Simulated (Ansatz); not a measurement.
**What a change does: single-point calculation on AlN**

System: AlN (4 atoms in the cell).
Method of run A: Kohn-Sham DFT of a periodic cell, RPBE with D3(BJ), Ansatz PAW, no spin polarisation (Ansatz 0.2.0).

The structure derives from an entry of the Crystallography Open Database. Text and figures count atoms from 1; the logs count them from 0 in places.

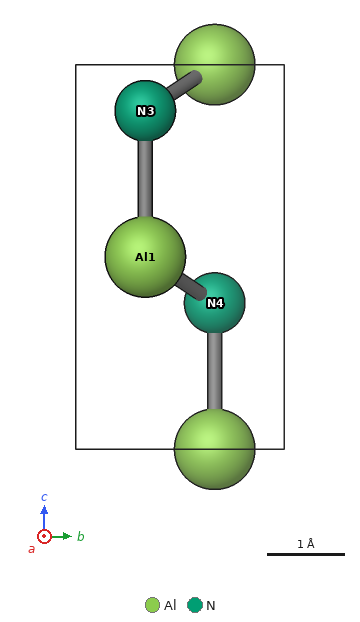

**Figure 1.** The input geometry (ball-and-stick view of the cell of the calculation, along the a axis; atoms are numbered from 1 in the order of the input). Near neighbours in the crystal (not all of them lie inside the picture): Al has 4 N at 1.91 Å; N has 4 Al at 1.91 Å.

## The input, run A
```yaml
crystal:
  lattice:
    - [3.1336164949, 0.0, 0.0]
    - [-1.5668082474, 2.7137914903, 0.0]
    - [0.0, 0.0, 5.0139877163]
  atoms:
    - { symbol: Al, position: [0.6666666667, 0.3333333333, 0.5] }
    - { symbol: Al, position: [0.3333333333, 0.6666666667, 0.0] }
    - { symbol: "N", position: [0.6666666667, 0.3333333333, 0.88] }
    - { symbol: "N", position: [0.3333333333, 0.6666666667, 0.38] }
hamiltonian:
  xc: rpbe
  pseudopotentials: { kind: paw }
  dispersion: d3bj
kpoints:
  mp_grid: { grid: [10, 10, 6] }
scf:
  occupations: { method: fermi_dirac, width: 0.05 }
output:
  forces: true
  stress: true
  eigenvalues: true
  write_density: true
  write_potential: true
  elf: true
  volumetric_format: npy
```

Command:
```bash
ansatz run input.yaml --threads 2 --pin off --max-ram 5120MiB --backend cpu --events-out ev --progress --plain --runs-dir out
```

Hardware: 2 threads of Intel Xeon (Granite Rapids), 96 GiB of memory available, shared host.

## Output, shortened to warnings, some set-up lines, iterations and results (run A)
```
Basis set: ecut = 420 eV, 833 PW (Γ), exchange–correlation on 48×48×72 points (8 copies of the dense FFT grid, shifted against one another)
Symmetry: 12 space group operations
k-points: 56 of 600 (time reversal used)
Initial density: superposition of atomic densities (neutral atoms: chi_scale 0, normalization atom), corrected by the library's trained network
[...]
SCF iter   1: F=—  HF=-1861.644401 eV  |F-HF|=—  |Δ(HF+E_count)|=         —  Δρ=2.57e-3  dr2=1.98e-3  ethr=1.77e-3  ⟨swp⟩=5.5  Hψ=4360  notcnv=0
SCF iter   2: F=—  HF=-1861.644175 eV  |F-HF|=—  |Δ(HF+E_count)|=   2.26e-4  Δρ=1.29e-3  dr2=3.29e-4  ethr=1.24e-5  ⟨swp⟩=2.1  Hψ=1431  notcnv=0
SCF iter   3: F=—  HF=-1861.644168 eV  |F-HF|=—  |Δ(HF+E_count)|=   6.84e-6  Δρ=1.48e-4  dr2=9.35e-6  ethr=2.05e-6  ⟨swp⟩=2.0  Hψ=1053  notcnv=0
SCF iter   4: F=—  HF=-1861.643846 eV  |F-HF|=—  |Δ(HF+E_count)|=   3.22e-4  Δρ=1.90e-5  dr2=8.75e-8  ethr=6.25e-10  ⟨swp⟩=6.6  Hψ=4642  notcnv=0
SCF iter   5: F=-1861.643846 eV  HF=-1861.643846 eV  |F-HF|=5.31e-9  |Δ(HF+E_count)|=   2.15e-7  Δρ=3.93e-6  dr2=4.15e-9  ethr=5.47e-10  ⟨swp⟩=2.0  Hψ=1093  notcnv=0
SCF iter   6: F=-1861.643846 eV  HF=-1861.643846 eV  |F-HF|=9.64e-11  |Δ(HF+E_count)|=   6.53e-9  Δρ=4.11e-7  dr2=3.69e-11  ethr=2.59e-11  ⟨swp⟩=4.3  Hψ=3264  notcnv=0
SCF 1 converged in 6 iterations: F = -1861.643846 eV  dr2 = 3.69e-11
SCF converged after 6 iterations
Free energy (F): -1861.643846 eV
Harris-Foulkes:  -1861.643846 eV  (|F-HF|=9.64e-11)
Internal energy: -1861.643846 eV  (E = F + TS)
E sigma→0 (E₀):  -1861.643846 eV
Fermi energy:    9.105183 eV
--- Per-component energies (eV) ---
  E_band       = 29.497470
  E_kinetic    = 317.675857
  E_local      = -450.649463  (includes V_loc(G=0)·N_el)
  E_nonlocal   = 108.364260
  E_hartree    = 157.180764
  E_xc         = -203.982797
  E_vxc        = -215.514840  (∫ρ·V_xc dr)
  E_paw        = -1197.995859  (= ΣΔE_a)
  E_vpaw       = -44.740087  (= ΣTr[D̂ρ^β])
  E_aug_tail   = 0.000199  (compensation charges beyond the density's cutoff)
  E_ewald      = -587.770636
  E_disp       = -4.395068  (pairwise vdW)
  E_core_change = -0.071104  (= ΣΔE_core)
  E_smearing   = -0.000000  (= −TS)
  E_closure    = 0.000000  (closes the sum)
  Σ components = -1861.643846   (vs F -1861.643846, Δ=0.00e0)
--- Forces (eV/Å), atoms counted from 1 ---
  atom   1  Al    -0.00000000    -0.00000000    -0.13774974
  atom   2  Al     0.00000000     0.00000000    -0.13774974
  atom   3  N      0.00000000     0.00000000     0.13773170
  atom   4  N     -0.00000000    -0.00000000     0.13773170
  max |Σ_I F_I| component: 3.61e-5 eV/Å
--- Stress (GPa, compression-positive) ---
      -17.387699      -0.000000      -0.000000
        0.000000     -17.387699      -0.000000
       -0.000000      -0.000000     -16.139812
  P = ⅓ Tr σ = -16.9717 GPa (-169.717 kbar)
```

For run B the input was changed thus:
```diff
-  xc: rpbe
+  xc: { exchange: pbe, correlation: none }
-  dispersion: d3bj
```

How does run B compare with run A?

The total energies belong to different models, so their difference says nothing on which is more stable or more accurate. The gap on the mesh goes from 4.08 to 4.37 eV. The pressure goes from −16.97 to 13.40 GPa. The largest force goes from 0.138 to 0.108 eV/Å. The functional changes from RPBE to one typed by its parts (see the changed lines). The number of SCF iterations is the same.

## Output, shortened to warnings, some set-up lines, iterations and results (run B)
```
Basis set: ecut = 420 eV, 833 PW (Γ), exchange–correlation on 48×48×72 points (8 copies of the dense FFT grid, shifted against one another)
Symmetry: 12 space group operations
k-points: 56 of 600 (time reversal used)
Initial density: superposition of atomic densities (neutral atoms: chi_scale 0, normalization atom), corrected by the library's trained network
[...]
SCF iter   1: F=—  HF=-1807.845142 eV  |F-HF|=—  |Δ(HF+E_count)|=         —  Δρ=1.33e-2  dr2=7.68e-2  ethr=1.77e-3  ⟨swp⟩=5.5  Hψ=4352  notcnv=0
SCF iter   2: F=—  HF=-1807.823813 eV  |F-HF|=—  |Δ(HF+E_count)|=   2.13e-2  Δρ=1.58e-3  dr2=1.30e-3  ethr=4.80e-4  ⟨swp⟩=2.9  Hψ=1749  notcnv=0
SCF iter   3: F=—  HF=-1807.823984 eV  |F-HF|=—  |Δ(HF+E_count)|=   1.71e-4  Δρ=6.47e-4  dr2=1.50e-4  ethr=8.16e-6  ⟨swp⟩=2.1  Hψ=1096  notcnv=0
SCF iter   4: F=—  HF=-1807.824109 eV  |F-HF|=—  |Δ(HF+E_count)|=   1.25e-4  Δρ=4.93e-5  dr2=5.25e-7  ethr=9.39e-7  ⟨swp⟩=2.3  Hψ=1092  notcnv=0
SCF iter   5: F=—  HF=-1807.824190 eV  |F-HF|=—  |Δ(HF+E_count)|=   8.13e-5  Δρ=9.81e-6  dr2=2.36e-8  ethr=3.28e-9  ⟨swp⟩=2.0  Hψ=1118  notcnv=0
SCF iter   6: F=-1807.824190 eV  HF=-1807.824190 eV  |F-HF|=2.96e-10  |Δ(HF+E_count)|=   2.79e-9  Δρ=1.10e-6  dr2=2.69e-10  ethr=1.48e-10  ⟨swp⟩=5.1  Hψ=3676  notcnv=0
SCF 1 converged in 6 iterations: F = -1807.824190 eV  dr2 = 2.69e-10
SCF converged after 6 iterations
Free energy (F): -1807.824190 eV
Harris-Foulkes:  -1807.824190 eV  (|F-HF|=2.96e-10)
Internal energy: -1807.824190 eV  (E = F + TS)
E sigma→0 (E₀):  -1807.824190 eV
Fermi energy:    10.654084 eV
--- Per-component energies (eV) ---
  E_band       = 53.017114
  E_kinetic    = 318.937618
  E_local      = -456.181102  (includes V_loc(G=0)·N_el)
  E_nonlocal   = 111.057357
  E_hartree    = 159.523207
  E_xc         = -184.468681
  E_vxc        = -194.866307  (∫ρ·V_xc dr)
  E_paw        = -1168.980577  (= ΣΔE_a)
  E_vpaw       = -44.976915  (= ΣTr[D̂ρ^β])
  E_aug_tail   = 0.000198  (compensation charges beyond the density's cutoff)
  E_ewald      = -587.770636
  E_core_change = 0.058426  (= ΣΔE_core)
  E_smearing   = -0.000000  (= −TS)
  E_closure    = -0.000000  (closes the sum)
  Σ components = -1807.824190   (vs F -1807.824190, Δ=0.00e0)
--- Forces (eV/Å), atoms counted from 1 ---
  atom   1  Al    -0.00000000    -0.00000000    -0.10834720
  atom   2  Al     0.00000000     0.00000000    -0.10834720
  atom   3  N      0.00000000     0.00000000     0.10835158
  atom   4  N     -0.00000000    -0.00000000     0.10835158
  max |Σ_I F_I| component: 8.76e-6 eV/Å
--- Stress (GPa, compression-positive) ---
       12.638863       0.000000       0.000000
        0.000000      12.638863      -0.000000
        0.000000      -0.000000      14.911426
  P = ⅓ Tr σ = 13.3964 GPa (133.964 kbar)
```

## The two runs side by side

| quantity | run A | run B |
| --- | --- | --- |
| outcome | converged | converged |
| free energy per atom (eV) | −465.4110 | −451.9560 |
| gap on the mesh (eV) | 4.08 | 4.37 |
| pressure (GPa) | −16.97 | 13.40 |
| largest force (eV/Å) | 0.138 | 0.108 |
| SCF iterations | 6 | 6 |
| irreducible k-points | 56 | 56 |
| plane waves at Γ | 833 | 833 |
| wall time (shared host) | 1.1 s | 0.89 s |

For both runs: Points of doubt noted for this run: forces on files of another functional. For run A: The cell is under a tension of 17.0 GPa at this level, so it is not at its equilibrium volume. For run B: The cell is under a pressure of 13.4 GPa at this level, so it is not at its equilibrium volume.
